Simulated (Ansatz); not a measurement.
# Two runs on Hf$_{5}$O$_{9}$

System: Hf$_{5}$O$_{9}$ (defect cell, 14 atoms in the cell, total charge +2).
Method of the first run: DFT PBE, scalar-relativistic, plane waves, PAW, PAW set soft_1, no spin polarisation (Ansatz 0.2.0).

The structure derives from an entry of the Crystallography Open Database. Text and figures count atoms from 1; the logs count them from 0 in places.

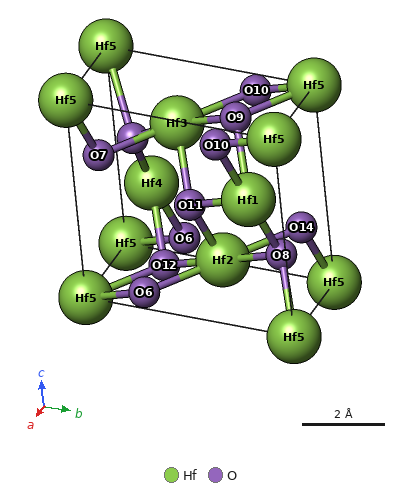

Figure 1. The input geometry (ball-and-stick view of the cell of the calculation, seen slightly off an axis; atoms are numbered from 1 in the order of the input). An atom can appear more than once, as a periodic image.

**Input, the first run**
```yaml
crystal:
  lattice:
    - [-5.0981362878, 0.0, 0.0]
    - [-2.5490681439, 5.0981362878, -2.5490681439]
    - [-2.5490681439, -2.5490681439, -5.0981362878]
  atoms:
    - { symbol: Hf, position: [0.8, 0.8, 0.6] }
    - { symbol: Hf, position: [0.6, 0.6, 0.2] }
    - { symbol: Hf, position: [0.4, 0.4, 0.8] }
    - { symbol: Hf, position: [0.2, 0.2, 0.4] }
    - { symbol: Hf, position: [1.0, 0.0, 1.0] }
    - { symbol: O, position: [0.05, 0.3, 0.1] }
    - { symbol: O, position: [0.85, 0.1, 0.7] }
    - { symbol: O, position: [0.65, 0.9, 0.3] }
    - { symbol: O, position: [0.45, 0.7, 0.9] }
    - { symbol: O, position: [0.95, 0.7, 0.9] }
    - { symbol: O, position: [0.75, 0.5, 0.5] }
    - { symbol: O, position: [0.55, 0.3, 0.1] }
    - { symbol: O, position: [0.3660282235, 0.16668, 0.66666] }
    - { symbol: O, position: [0.15, 0.9, 0.3] }
total_charge: 2
basis:
  ecutwfc: 420
kpoints:
  mp_grid: { grid: [4, 4, 4] }
hamiltonian:
  xc: pbe
  pseudopotentials: { kind: paw, azcp: { folder: soft_1 } }
scf:
  occupations: { method: gaussian, width: 0.05 }
output:
  forces: true
  stress: true
  eigenvalues: true
  write_density: true
  write_potential: true
  elf: true
  volumetric_format: npy
```

Command:
```bash
ansatz run input.yaml --threads 4 --pin off --max-ram 8192MiB --backend cpu --events-out ev --progress --plain --runs-dir out
```

Hardware: 4 threads of Arm Neoverse V1, 24 GiB of memory available, shared host.

**Output, shortened to warnings, some set-up lines, iterations and results (the first run)**
```
Basis set: ecut = 420 eV, 3269 PW (Γ), exchange–correlation on 72×90×90 points (8 copies of the dense FFT grid, shifted against one another)
Symmetry: 1 space group operations
k-points: 36 of 64 (time reversal used)
Initial density: superposition of atomic densities (chi_scale 0.1, normalization cell, long waves kept (reshape's long-wave potential 0.07 eV rms))
[...]
SCF iter   1: F=—  HF=-83783.022627 eV  |F-HF|=—  |Δ(HF+E_count)|=         —  Δρ=1.37e-1  dr2=2.74e1  ethr=3.10e-3  ⟨swp⟩=5.7  Hψ=11849  notcnv=0  defer=207
SCF iter   2: F=—  HF=-83774.511071 eV  |F-HF|=—  |Δ(HF+E_count)|=    8.51e0  Δρ=5.96e-2  dr2=6.02e0  ethr=3.10e-3  ⟨swp⟩=3.0  Hψ=8307  notcnv=0  defer=454
SCF iter   3: F=—  HF=-83772.123236 eV  |F-HF|=—  |Δ(HF+E_count)|=    2.39e0  Δρ=3.14e-2  dr2=1.62e0  ethr=3.10e-3  ⟨swp⟩=2.0  Hψ=6291  notcnv=0  defer=454
SCF iter   4: F=—  HF=-83771.725660 eV  |F-HF|=—  |Δ(HF+E_count)|=   3.98e-1  Δρ=1.12e-2  dr2=1.59e-1  ethr=8.91e-4  ⟨swp⟩=2.9  Hψ=7604  notcnv=0  defer=454
SCF iter   5: F=—  HF=-83771.824685 eV  |F-HF|=—  |Δ(HF+E_count)|=   9.90e-2  Δρ=3.98e-3  dr2=2.43e-2  ethr=8.76e-5  ⟨swp⟩=2.0  Hψ=7324  notcnv=0  defer=457
SCF iter   6: F=—  HF=-83771.826445 eV  |F-HF|=—  |Δ(HF+E_count)|=   1.76e-3  Δρ=1.51e-3  dr2=3.15e-3  ethr=1.34e-5  ⟨swp⟩=2.0  Hψ=6390  notcnv=0  defer=457
SCF iter   7: F=—  HF=-83771.827977 eV  |F-HF|=—  |Δ(HF+E_count)|=   1.53e-3  Δρ=6.31e-4  dr2=6.25e-4  ethr=1.73e-6  ⟨swp⟩=2.0  Hψ=6923  notcnv=0  defer=457
SCF iter   8: F=—  HF=-83771.829071 eV  |F-HF|=—  |Δ(HF+E_count)|=   1.09e-3  Δρ=3.16e-4  dr2=1.33e-4  ethr=3.43e-7  ⟨swp⟩=2.0  Hψ=6711  notcnv=0  defer=457
SCF iter   9: F=—  HF=-83771.829006 eV  |F-HF|=—  |Δ(HF+E_count)|=   6.45e-5  Δρ=1.01e-4  dr2=1.24e-5  ethr=7.28e-8  ⟨swp⟩=3.0  Hψ=6827  notcnv=0  defer=457
SCF iter  10: F=—  HF=-83771.828784 eV  |F-HF|=—  |Δ(HF+E_count)|=   2.22e-4  Δρ=3.26e-5  dr2=1.60e-6  ethr=6.80e-9  ⟨swp⟩=2.0  Hψ=6989  notcnv=0  defer=457
SCF iter  11: F=—  HF=-83771.828784 eV  |F-HF|=—  |Δ(HF+E_count)|=   5.34e-7  Δρ=2.05e-5  dr2=5.90e-7  ethr=8.79e-10  ⟨swp⟩=2.2  Hψ=6812  notcnv=0  defer=457
SCF iter  12: F=-83771.828785 eV  HF=-83771.828784 eV  |F-HF|=2.72e-8  |Δ(HF+E_count)|=   1.08e-7  Δρ=7.23e-6  dr2=8.79e-8  ethr=5.49e-11  ⟨swp⟩=19.3  Hψ=40776  notcnv=0
SCF 1 converged in 12 iterations: F = -83771.828785 eV  dr2 = 8.79e-8
SCF converged after 12 iterations
Free energy (F): -83771.828785 eV
Harris-Foulkes:  -83771.828784 eV  (|F-HF|=2.72e-8)
Internal energy: -83771.828785 eV  (E = F + TS)
E sigma→0 (E₀):  -83771.828785 eV
Fermi energy:    14.456234 eV
--- Per-component energies (eV) ---
  E_band       = -171.916202
  E_kinetic    = 3491.624252
  E_local      = -35591.684019  (includes V_loc(G=0)·N_el)
  E_nonlocal   = 781.079565
  E_hartree    = 16943.230427
  E_xc         = -1951.919468
  E_vxc        = -2063.894308  (∫ρ·V_xc dr)
  E_paw        = -39947.962869  (= ΣΔE_a)
  E_vpaw       = -675.503332  (= ΣTr[D̂ρ^β])
  E_aug_tail   = 0.008050  (compensation charges beyond the density's cutoff)
  E_ewald      = -27496.204724
  E_smearing   = -0.000000  (= −TS)
  E_closure    = 0.000000  (closes the sum)
  E_deformation_potential = 45.180845  (in the stress; not in F)
  Σ components = -83771.828785   (vs F -83771.828785, Δ=0.00e0)
--- Forces (eV/Å), atoms counted from 1 ---
  atom   1  Hf     1.63562263     2.47678235    -2.16404776
  atom   2  Hf    -2.22443263     2.12084310     2.71730301
  atom   3  Hf    -3.52897489    -0.96440131    -4.25364248
  atom   4  Hf     2.26320878    -1.72646699     2.60964198
  atom   5  Hf     0.54129167    -0.07096188    -0.71727178
  atom   6  O      0.08884164    -0.34588545     0.16560276
  atom   7  O     -1.23404001    -0.66946865    -0.01292723
  atom   8  O     -0.10593359    -0.21234371     0.02844154
  atom   9  O     -0.41858203     1.85045183    -0.21294742
  atom  10  O      0.49298867    -0.18520508     1.68716930
  atom  11  O     -0.28501137     0.33834363    -0.02481922
  atom  12  O      0.25611214     0.42053781    -1.84224486
  atom  13  O      2.81893618    -0.95819246     2.43937429
  atom  14  O     -0.30001889    -2.07399729    -0.41960679
  max |Σ_I F_I| component: 3.59e-5 eV/Å
--- Stress (GPa, compression-positive) ---
        8.269262      -0.826790       2.766866
       -0.826791       3.487720      -2.605791
        2.766866      -2.605791       6.795387
  P = ⅓ Tr σ = 6.1841 GPa (61.841 kbar)
```

For the second run the input was changed thus:
```diff
-    - { symbol: O, position: [0.3660282235, 0.16668, 0.66666] }
+    - { symbol: O, position: [0.2846231679, 0.1, 0.7] }
```

What does this change do to the results?

With the same functional and potentials, the second run lies 60.5 meV per atom higher. The gap on the mesh goes from 0.97 to 0.55 eV. The largest force goes from 5.610 to 5.013 eV/Å. The number of SCF iterations is the same.

**Output, shortened to warnings, some set-up lines, iterations and results (the second run)**
```
Basis set: ecut = 420 eV, 3269 PW (Γ), exchange–correlation on 72×90×90 points (8 copies of the dense FFT grid, shifted against one another)
Symmetry: 1 space group operations
k-points: 36 of 64 (time reversal used)
Initial density: superposition of atomic densities (chi_scale 0.1, normalization cell, long waves kept (reshape's long-wave potential 0.09 eV rms))
[...]
SCF iter   1: F=—  HF=-83782.191091 eV  |F-HF|=—  |Δ(HF+E_count)|=         —  Δρ=1.38e-1  dr2=2.76e1  ethr=3.10e-3  ⟨swp⟩=5.6  Hψ=11753  notcnv=0  defer=252
SCF iter   2: F=—  HF=-83773.739284 eV  |F-HF|=—  |Δ(HF+E_count)|=    8.45e0  Δρ=5.86e-2  dr2=6.06e0  ethr=3.10e-3  ⟨swp⟩=3.0  Hψ=8337  notcnv=0  defer=435
SCF iter   3: F=—  HF=-83771.282899 eV  |F-HF|=—  |Δ(HF+E_count)|=    2.46e0  Δρ=2.00e-2  dr2=8.87e-1  ethr=3.10e-3  ⟨swp⟩=2.1  Hψ=6900  notcnv=0  defer=435
SCF iter   4: F=—  HF=-83770.883604 eV  |F-HF|=—  |Δ(HF+E_count)|=   3.99e-1  Δρ=1.10e-2  dr2=1.72e-1  ethr=4.87e-4  ⟨swp⟩=3.0  Hψ=7299  notcnv=0  defer=435
SCF iter   5: F=—  HF=-83770.978525 eV  |F-HF|=—  |Δ(HF+E_count)|=   9.49e-2  Δρ=3.52e-3  dr2=2.67e-2  ethr=9.43e-5  ⟨swp⟩=2.0  Hψ=7081  notcnv=0  defer=435
SCF iter   6: F=—  HF=-83770.977719 eV  |F-HF|=—  |Δ(HF+E_count)|=   8.06e-4  Δρ=1.12e-3  dr2=2.49e-3  ethr=1.47e-5  ⟨swp⟩=2.0  Hψ=6111  notcnv=0  defer=435
SCF iter   7: F=—  HF=-83770.981675 eV  |F-HF|=—  |Δ(HF+E_count)|=   3.96e-3  Δρ=5.99e-4  dr2=4.56e-4  ethr=1.37e-6  ⟨swp⟩=2.1  Hψ=6838  notcnv=0  defer=435
SCF iter   8: F=—  HF=-83770.981674 eV  |F-HF|=—  |Δ(HF+E_count)|=   1.60e-6  Δρ=2.77e-4  dr2=1.13e-4  ethr=2.50e-7  ⟨swp⟩=3.0  Hψ=7013  notcnv=0  defer=435
SCF iter   9: F=—  HF=-83770.981718 eV  |F-HF|=—  |Δ(HF+E_count)|=   4.47e-5  Δρ=8.30e-5  dr2=1.21e-5  ethr=6.20e-8  ⟨swp⟩=2.3  Hψ=6724  notcnv=0  defer=435
SCF iter  10: F=—  HF=-83770.981475 eV  |F-HF|=—  |Δ(HF+E_count)|=   2.43e-4  Δρ=2.86e-5  dr2=1.26e-6  ethr=6.62e-9  ⟨swp⟩=2.0  Hψ=7123  notcnv=0  defer=435
SCF iter  11: F=—  HF=-83770.981477 eV  |F-HF|=—  |Δ(HF+E_count)|=   2.08e-6  Δρ=7.54e-6  dr2=1.02e-7  ethr=6.92e-10  ⟨swp⟩=2.2  Hψ=6740  notcnv=0  defer=435
SCF iter  12: F=-83770.981477 eV  HF=-83770.981477 eV  |F-HF|=3.19e-8  |Δ(HF+E_count)|=   5.52e-8  Δρ=3.22e-6  dr2=1.77e-8  ethr=5.49e-11  ⟨swp⟩=21.4  Hψ=41996  notcnv=0
SCF 1 converged in 12 iterations: F = -83770.981477 eV  dr2 = 1.77e-8
SCF converged after 12 iterations
Free energy (F): -83770.981477 eV
Harris-Foulkes:  -83770.981477 eV  (|F-HF|=3.19e-8)
Internal energy: -83770.981477 eV  (E = F + TS)
E sigma→0 (E₀):  -83770.981477 eV
Fermi energy:    14.411497 eV
--- Per-component energies (eV) ---
  E_band       = -168.084974
  E_kinetic    = 3490.795144
  E_local      = -35614.610709  (includes V_loc(G=0)·N_el)
  E_nonlocal   = 780.406441
  E_hartree    = 16956.163667
  E_xc         = -1951.616451
  E_vxc        = -2063.540444  (∫ρ·V_xc dr)
  E_paw        = -39946.845744  (= ΣΔE_a)
  E_vpaw       = -673.471790  (= ΣTr[D̂ρ^β])
  E_aug_tail   = 0.008009  (compensation charges beyond the density's cutoff)
  E_ewald      = -27485.281835
  E_smearing   = -0.000000  (= −TS)
  E_closure    = -0.000000  (closes the sum)
  E_deformation_potential = 45.180845  (in the stress; not in F)
  Σ components = -83770.981477   (vs F -83770.981477, Δ=0.00e0)
--- Forces (eV/Å), atoms counted from 1 ---
  atom   1  Hf     2.27270033     2.51605432    -2.38844563
  atom   2  Hf    -2.25316880     2.51201723     2.58452527
  atom   3  Hf    -2.17776783    -2.44899241    -2.80461231
  atom   4  Hf     2.45796319    -2.06551549     3.04518472
  atom   5  Hf     0.44333484    -0.55853663    -0.74723517
  atom   6  O     -0.03955363     0.05449022     0.20175772
  atom   7  O      3.15330324     0.07211975    -0.09659228
  atom   8  O     -0.02221876    -0.26160636    -0.18563065
  atom   9  O     -0.04875167    -0.01014169     0.28591681
  atom  10  O      0.49087018    -0.43848361     1.92283381
  atom  11  O      0.14773421     0.03004616    -0.07421237
  atom  12  O      0.47907998     0.55503380    -1.81984501
  atom  13  O     -4.55152818     2.03351824     0.52442600
  atom  14  O     -0.35197933    -1.99003536    -0.44803089
  max |Σ_I F_I| component: 4.00e-5 eV/Å
--- Stress (GPa, compression-positive) ---
        7.455539       1.003917      -0.495364
        1.003917       5.303980       2.251176
       -0.495364       2.251176       4.618456
  P = ⅓ Tr σ = 5.7927 GPa (57.927 kbar)
```

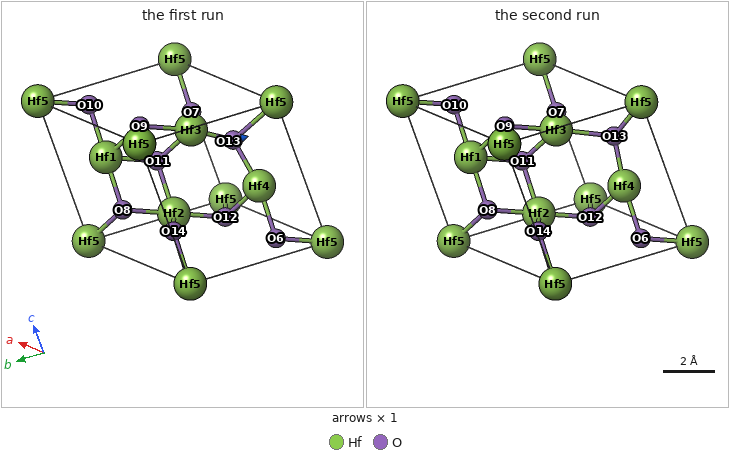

Figure 2. The two input geometries at one scale (ball-and-stick view of the cell of the calculation, seen at an oblique angle). The blue arrows on the first give the shifts of the atoms relative to the cell, at true length. The largest move is that of O13, 0.66 Å. Hf stays in place. The lattice vectors keep their values. Among the contacts that change: Hf5–O13 2.567 → 2.033 Å, Hf3–O13 1.890 → 2.415 Å, Hf4–O13 2.103 → 2.033 Å, Hf1–O13 2.396 → 2.415 Å.

**The two runs side by side**

| quantity | the first run | the second run |
| --- | --- | --- |
| outcome | converged | converged |
| free energy per atom (eV) | −5983.7021 | −5983.6415 |
| gap on the mesh (eV) | 0.97 | 0.55 |
| largest force (eV/Å) | 5.610 | 5.013 |
| SCF iterations | 12 | 12 |
| irreducible k-points | 36 | 36 |
| plane waves at Γ | 3269 | 3269 |
| wall time (shared host) | 39 s | 38 s |

For both runs: The cell is charged and computed with a neutralising background, so its energy and pressure depend on the cell and aren't those of a real crystal. Spin–orbit coupling is left out, which matters for Hf.
